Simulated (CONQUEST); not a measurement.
## Energy of MgO along an even scaling of the cell

System: MgO (P-6m2, 4 atoms in the cell).
Method: Kohn-Sham DFT of a periodic cell, PBEsol, PseudoDojo NC PBEsol, no spin polarisation (CONQUEST 1.3).

The 7 runs differ only in the geometry, by an even scaling of the cell at fixed fractional positions. The structure derives from a Materials Project entry.

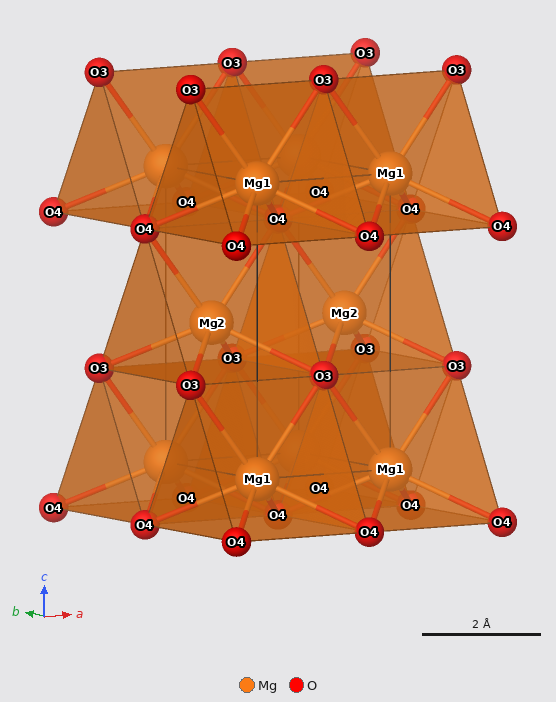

Figure 1. The structure of run 4 (polyhedral view of the cell of the calculation, seen at an oblique angle; polyhedra are completed across the faces of the cell; atoms are numbered from 1 in the order of the input). An atom can appear more than once, as a periodic image.

**Input of run 4**
```
IO.Title MgO
IO.Coordinates coords.dat
IO.FractionalAtomicCoords T
IO.Iprint 2
IO.Iprint_init 1
General.NumberOfSpecies 2
General.PseudopotentialType hamann
AtomMove.TypeOfRun static
AtomMove.FullStress T
Grid.PointsAlongX 32
Grid.PointsAlongY 32
Grid.PointsAlongZ 60
DM.SolutionMethod diagon
Diag.MPMesh T
Diag.GammaCentred T
Diag.MPMeshX 10
Diag.MPMeshY 9
Diag.MPMeshZ 5
Diag.kT 0.00183747
minE.SCTolerance 1e-6
SC.MaxIters 100
IO.AtomChargeOutput T
%block ChemicalSpeciesLabel
1 24.310 Mg
2 16.000 O
%endblock
```

Command:
```bash
OMP_NUM_THREADS=1 Conquest
```

Lattice vectors (Å) and fractional positions of run 4:
```
   2.679680    0.000000    0.000000
   0.000000    2.938021    0.000000
   0.000000    0.000000    5.088801
Mg  0.000000  0.000000  0.000000
Mg  0.000000  0.500000  0.500000
O   0.500000  0.000000  0.333333
O   0.500000  0.500000  0.833333
```

Run 5 has the same physical settings and fractional positions; its lattice vectors (Å) are:
```
   2.697427    0.000000    0.000000
   0.000000    2.957479    0.000000
   0.000000    0.000000    5.122503
```

**Results, with one run withheld**

| run | volume per atom (Å³) | free energy per atom, from the lowest run given (meV) | pressure (GPa) | gap on the mesh (eV) |
| --- | --- | --- | --- | --- |
| 1 | 9.415 | 13.71 | 9.36 | 3.30 |
| 2 | 9.615 | 4.44 | 5.53 | 3.13 |
| 3 | 9.816 | 0.16 | 1.77 | 2.97 |
| 4 | 10.016 | 0.00 | −1.38 | 2.81 |
| 5 | 10.216 | ? | ? | ? |
| 6 | 10.417 | 8.92 | −5.88 | 2.52 |
| 7 | 10.617 | 17.76 | −8.37 | 2.38 |

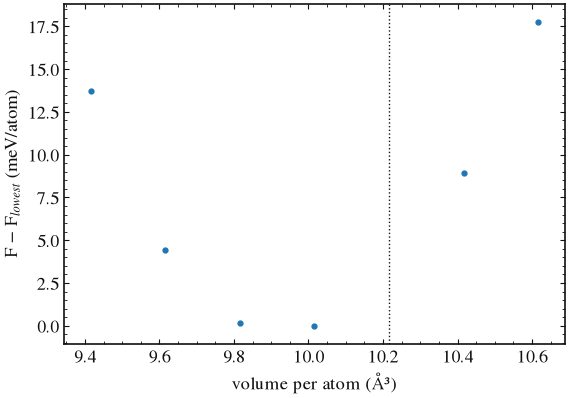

Figure 2. Free energy per atom of the runs given; the dotted line marks run 5.

Estimate the energy of run 5 from the others.

A cubic polynomial in V^(−2/3) (the Birch–Murnaghan form), fitted to the 6 runs given, misses them by at most 0.16 meV per atom. With x = V^(−2/3) − 0.21591 Å⁻², it reads F = −0.42138 − 220.49 x + 2.1605e+05 x² + 1.3555e+06 x³ (meV per atom). At run 5 it gives 2.96 meV per atom, and the run itself gives 3.00. The slope of the fit gives a pressure −dF/dV of −3.75 GPa there, and the run prints −3.61 GPa. The two needn't agree exactly: the fit is approximate, and the printed stress is taken on a finite basis. The fit has its minimum at 9.933 Å³ per atom, where V d²F/dV² gives 146 GPa. Cell shape and fractional positions are held, so this is the stiffness under even scaling; the relaxed bulk modulus wasn't computed. The gap on the mesh goes, without turning, from 3.30 eV in run 1 to 2.38 eV in run 7; run 5 has 2.66 eV. These are gaps of this functional on this mesh, which can miss the band edges; they aren't the measured gap.

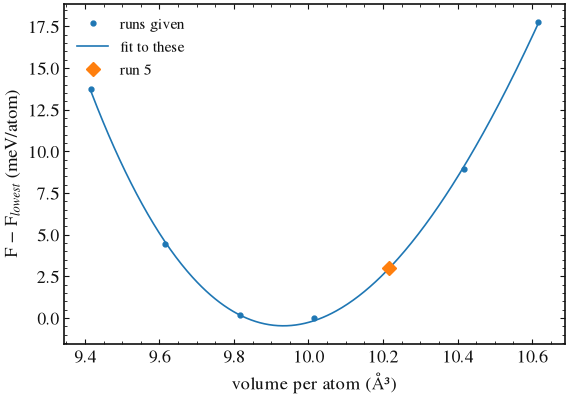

Figure 3. The fit and the withheld run.

**Some lines of the output (run 5)**
```
[...]
      Using Fermi-Dirac smearing
          DFT Total Energy                 :      -151.567650418593701 Ha
          Free Energy (E-TS)               :      -151.744006586849480 Ha
          DFT Total Energy                 :      -151.699755876202062 Ha
          DFT Total Energy                 :      -151.726739445542108 Ha
          DFT Total Energy                 :      -151.727040044090302 Ha
          DFT Total Energy                 :      -151.727049924202419 Ha
          DFT Total Energy                 :      -151.727053255901382 Ha
      |* DFT total energy        =      -151.727053255901382 Ha
    force: Average pressure:     -3.60831024 GPa
```

Notes: With a small basis of atomic orbitals these values can differ much from converged plane-wave results.
